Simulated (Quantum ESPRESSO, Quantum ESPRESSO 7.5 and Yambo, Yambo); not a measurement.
# ZnSe (Stilleite): G0W0 with and without spin-orbit coupling

Is the spin-orbit change of the gap of ZnSe (Stilleite) the same in DFT and in GW?

Method: PBE and many-body steps on it, plane waves, in Quantum ESPRESSO 7.5 and Yambo 5.3.0.

**What was measured.**

- Gap 2.695 ± 0.003 eV: excitonic gap from free-exciton PL, not corrected for exciton binding; photoluminescence; 300 K; bulk crystal (Bridgman-grown crystal, polished and etched) (“Alloy Disordering Effects on the Thermal Conductivity and Energy Gap Temperature Dependence of Cd1−xZnxSe Ternary Crystals Grown by the Bridgman Method”, 2023, pmc:10253836).

Report form: the programs' logs are mostly left out.

### Step 1. The starting structure

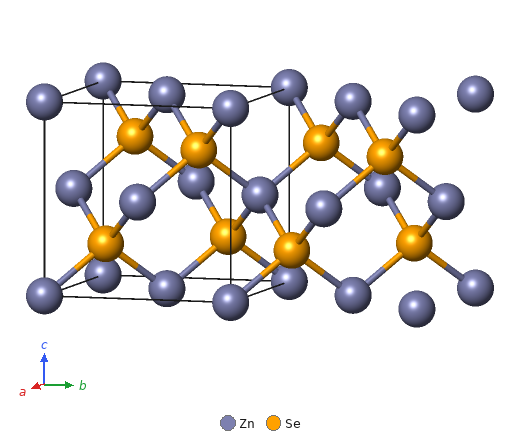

The starting structure, seen slightly off an axis (zinc blue, selenium orange). 1×2×1 cells are drawn. This picture shows the conventional cell, with its axes. Bonds to atoms that aren't drawn are left out. Some periodic images of atoms are drawn too.

The cell and positions come from the Crystallography Open Database and are kept as given unless a step says otherwise.

### Step 2. Empty states on the mesh, 4×4×4 mesh, 137 bands

This step: Quantum ESPRESSO 7.5; DFT, PBE, plane waves, norm-conserving pseudopotentials.

The sums over transitions need many empty states on a uniform mesh; this step solves for them.

Contents of pw.in:

```
&control
  calculation = 'nscf'
  prefix = 'x'
  outdir = 'o'
  pseudo_dir = 'pseudo'
/
&system
  ibrav = 0
  nat = 2
  ntyp = 2
  ecutwfc = 78.0
  nbnd = 137
  force_symmorphic = .true.
/
&electrons
  conv_thr = 1e-9
  electron_maxstep = 80
  diago_full_acc = .true.
  diago_thr_init = 5e-6
/
ATOMIC_SPECIES
  Zn 65.38 Zn.upf
  Se 78.971 Se.upf
CELL_PARAMETERS angstrom
  -0.0000000000 2.8338000000 2.8338000000
  2.8338000000 -0.0000000000 2.8338000000
  2.8338000000 2.8338000000 0.0000000000
ATOMIC_POSITIONS crystal
  Zn 0.0000000000 0.0000000000 0.0000000000
  Se 0.2500000000 0.2500000000 0.2500000000
K_POINTS automatic
  4 4 4 0 0 0
```

On the command line:

```
OMP_NUM_THREADS=1 mpirun -n 4 pw.x -nk 4 -in pw.in > pw.out
```

Run time: 7.4 s. Hardware: 4 MPI ranks of Arm Neoverse V2, shared host; peak memory 0.37 GiB; 29 s of CPU time.

Numbers from this step:

* gap: 1.288 eV
* k of the valence top: 0, 0, 0
* k of the conduction bottom: 0, 0, 0
* least direct gap: 1.288 eV
* k points computed: 8
* lowest point of the top converged band, above the valence top: 98.7874 eV

On this mesh the gap is 1.288 eV.

The density comes from a self-consistent run that is not shown.

### Step 3. Conversion and set-up

This step: Yambo 5.3.0; conversion and set-up on PBE, plane waves, norm-conserving pseudopotentials.

The states are converted to the many-body program's format and the q mesh is built.

On the command line:

```
(cd o/x.save; p2y > p2y.log; mv SAVE ../..); yambo > setup.log
```

Wall time 2.1 s (1 MPI rank); peak memory 0.25 GiB.

### Step 4. Scalar-relativistic

Now the one-shot GW correction: screening in the RPA, then the self-energy of the levels asked for.

This step: G0W0 on PBE, plane waves, norm-conserving pseudopotentials.

Contents of gw1.in:

```
HF_and_locXC
gw0
dyson
ppa
em1d
rim_cut
RandQpts= 1000000
RandGvec= 1 RL
EXXRLvcs= 78 Ry
VXCRLvcs= 312 Ry
Chimod= "HARTREE"
% BndsRnXp
 1 | 137 |
%
NGsBlkXp= 10.5 Ry
% LongDrXp
 1 | 1 | 1 |
%
% GbndRnge
 1 | 137 |
%
DysSolver= "n"
ExtendOut
PPAPntXp= 27.21138 eV
% QPkrange
 1 | 1 | 17 | 20 |
%
```

On the command line:

```
OMP_NUM_THREADS=1 mpirun -n 4 yambo -F gw1.in -J gw1 -C gw1 > gw1.log
```

Elapsed: 64 s, on 4 MPI ranks; peak memory 1.6 GiB.

Numbers from this step:

| Quantity | Value |
| --- | --- |
| G0W0 gap on the points computed | 2.555 eV |
| starting gap on the mesh | 1.288 eV |
| k of the valence top | 0, 0, 0 |
| k of the conduction bottom | 0, 0, 0 |
| least direct G0W0 gap on the computed points | 2.555 eV |
| Z at the valence top | 0.7969 |
| Z at the conduction bottom | 0.8130 |

The gap on the mesh goes from 1.29 eV to 2.55 eV, a correction of +1.27 eV.

### Step 5. Empty states on the mesh, 4×4×4 mesh, 274 bands

This step: Quantum ESPRESSO 7.5; DFT, PBE with spin-orbit coupling, plane waves, norm-conserving pseudopotentials.

Edit pw.in of step 2 so:

```diff
@@ -11,4 +11,6 @@
   ecutwfc = 78.0
-  nbnd = 137
+  nbnd = 274
   force_symmorphic = .true.
+  noncolin = .true.
+  lspinorb = .true.
 /
```

On the command line:

```
OMP_NUM_THREADS=1 mpirun -n 4 pw.x -nk 4 -in pw.in > pw.out
```

Run time: 41 s. Hardware: 4 MPI ranks; peak memory 0.89 GiB.

This step gave:

* gap: 1.164 eV
* k of the valence top: 0, 0, 0
* k of the conduction bottom: 0, 0, 0
* least direct gap: 1.164 eV
* k points computed: 8
* lowest point of the top converged band, above the valence top: 98.6577 eV

On this mesh the gap is 1.164 eV.

The density comes from a self-consistent run that is not shown, made with spin-orbit coupling and fully relativistic files.

### Step 6. Conversion and set-up

This step: Yambo 5.3.0; conversion and set-up on PBE with spin-orbit coupling, plane waves, norm-conserving pseudopotentials.

On the command line:

```
(cd o/x.save; p2y > p2y.log; mv SAVE ../..); yambo > setup.log
```

It took 2.7 s on 1 MPI rank; peak memory 0.25 GiB.

### Step 7. With spin-orbit coupling

This step: G0W0 on PBE with spin-orbit coupling, plane waves, norm-conserving pseudopotentials.

Contents of gw4.in:

```
HF_and_locXC
gw0
dyson
ppa
em1d
rim_cut
RandQpts= 1000000
RandGvec= 1 RL
EXXRLvcs= 78 Ry
VXCRLvcs= 312 Ry
Chimod= "HARTREE"
% BndsRnXp
 1 | 274 |
%
NGsBlkXp= 10.5 Ry
% LongDrXp
 1 | 1 | 1 |
%
% GbndRnge
 1 | 274 |
%
DysSolver= "n"
ExtendOut
PPAPntXp= 27.21138 eV
% QPkrange
 1 | 1 | 33 | 40 |
%
```

On the command line:

```
OMP_NUM_THREADS=1 mpirun -n 4 yambo -F gw4.in -J gw4 -C gw4 > gw4.log
```

The job ended after 6.1 min (4 MPI ranks; peak memory 3.3 GiB).

Numbers from this step:

| Item | Value |
| --- | --- |
| G0W0 gap on the points computed | 2.413 eV |
| starting gap on the mesh | 1.164 eV |
| k of the valence top | 0, 0, 0 |
| k of the conduction bottom | 0, 0, 0 |
| least direct G0W0 gap on the computed points | 2.413 eV |
| Z at the valence top | 0.7975 |
| Z at the conduction bottom | 0.8127 |

Against G0W0 in Yambo (4×4×4 mesh, 137 bands, screening to 142.9 eV, Godby-Needs plasmon pole), the gap moves by −0.141 eV.

### Step 8. The runs together

Times are wall times on 4 MPI ranks of Arm Neoverse V2, shared host, good to a factor of about two.

| run | mesh | bands | screening cutoff (eV) | DFT gap (eV) | gap on the mesh (eV) | direct (eV) | time |
| --- | --- | --- | --- | --- | --- | --- | --- |
| scalar-relativistic | 4×4×4 | 137 | 142.9 | 1.288 | 2.555 | 2.555 | 64 s |
| with spin-orbit coupling | 4×4×4 | 274 | 142.9 | 1.164 | 2.413 | 2.413 | 6.1 min |

### Step 9. Outcome

```json
{
 "scalar-relativistic": "2.555 eV",
 "with spin-orbit coupling": "2.413 eV",
 "known limits": "not at the basis limit; exchange with frozen shells missing; no spin-orbit coupling in some runs; coarse k mesh"
}
```

In words: With spin-orbit coupling: −0.141 eV against scalar-relativistic, −0.124 eV of it in the start. Against experiment, by with spin-orbit coupling: the direct gap of 2.41 eV lies −0.28 eV from the measured 2.695 ± 0.003 eV (exciton, 300 K, 2023). An exciton line or allowed optical edge lies below the quasiparticle gap by the binding energy; a forbidden edge can push the onset above it. These are gaps on the mesh, at modest bands and cutoff. The calculation has static nuclei and no excitons; a measured gap holds zero-point and thermal motion, which mostly lowers it. Bands and cutoff are finite, so the gap is not at the basis limit. The miss can reach some tenths of an eV and take either sign; the mesh is an error of its own. In the G0W0 runs levels were corrected at 1 k point alone, so a gap called «on the mesh» is the least over those, and an edge elsewhere would be missed. The 4×4×4 mesh is coarse for this cell, which bears on the long-range parts of exchange and screening. The norm-conserving file of at least one element keeps a d shell over frozen s and p shells of the same row. Exchange with those shells is missing from the self-energy, an error of 0.3 to 0.9 eV in cases checked, whose sign depends on which edge lies on those atoms.

[Paths, hosts, dates, memory and timing lines, banners, echoed tables and standing remarks are left out of the program output.]

[Logs are printed without paths, hosts, clocks, repeated set-up lines and the standing remarks that a program may print on its own settings, such as how far it seeks lower states.]

[Runs of the session that timed out or met a known fault of the program may be left out.]

[Hosts, paths, dates, database ids (printed as entryN), source tags and the programs' standing remarks are cut or masked in the printed files.]
